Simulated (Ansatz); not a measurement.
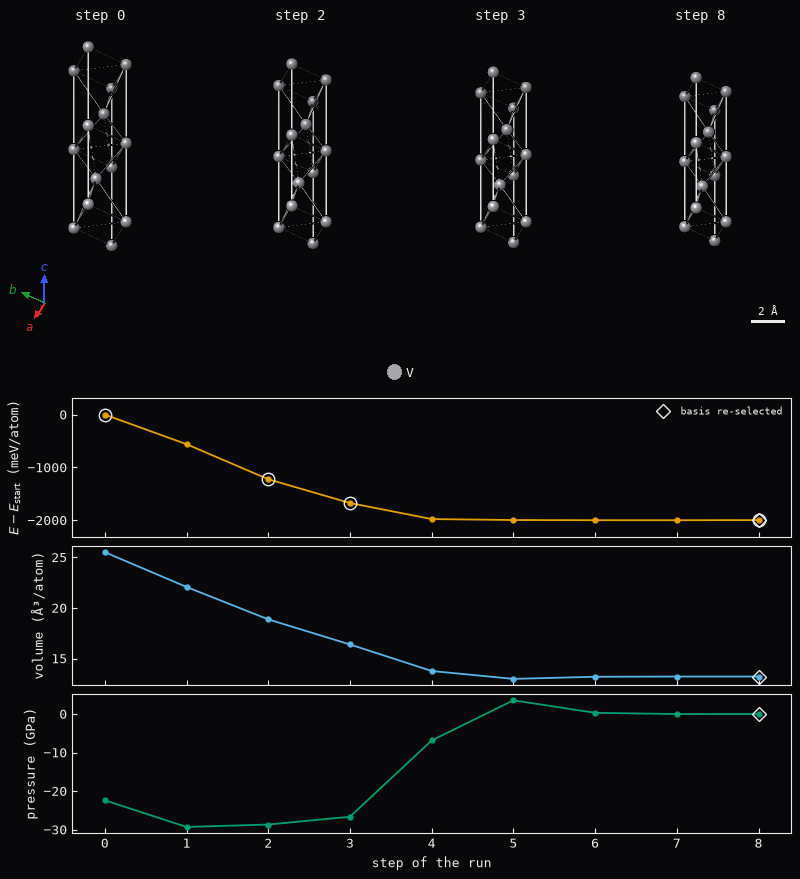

Frames of a relaxation of a crystal of V (a generated structure, set up in P6_3/mmc) (coarse preliminary run), marked on the history of the run. A ball-and-stick model of the cell of the calculation, seen from a free direction.

Case: Al → V on all its sites, cell and atoms relaxed.

Computed with DFT PBE+D3(BJ), scalar-relativistic, plane waves, PAW in Ansatz. Set-up: plane-wave cutoff 420 eV; k-point mesh 6 × 6 × 2; occupations gaussian; smearing width 0.1 eV; collinear spin; cell and atoms relaxed; force threshold 0.05 eV/Å; at most 60 steps.

> What happens along the run?

No atom moves by more than 0.005 Å relative to the cell. Cell: a = b 3.298 → 2.609 Å (−20.9 %), c 10.830 → 8.971 Å (−17.2 %). Volume −48.2 %. Some distances before and after: V–V 3.298 → 2.609 Å, V–V 3.310 → 2.702 Å. The space group stays P6_3/mmc (No. 194). Over 7 accepted moves (8 points after the start) the energy falls by 1997 meV per atom. All forces vanish by symmetry, so only the cell relaxes. The pressure goes from −22.39 to 0.00 GPa. The SCF was repeated once at an unchanged geometry on a basis and grid sized afresh for the cell, which shifted the energy by 2.4 meV per atom at most. The program noted that the starting moments weren't kept. The run took 100 s on 1 thread of Arm Neoverse V2, with other jobs on the host, peak memory 0.45 GiB. From step 0 to 2: volume −26.0 %, energy −1223 meV per atom. From step 2 to 3: volume −13.1 %, energy −450 meV per atom. From step 3 to 8: volume −19.3 %, energy −323 meV per atom.
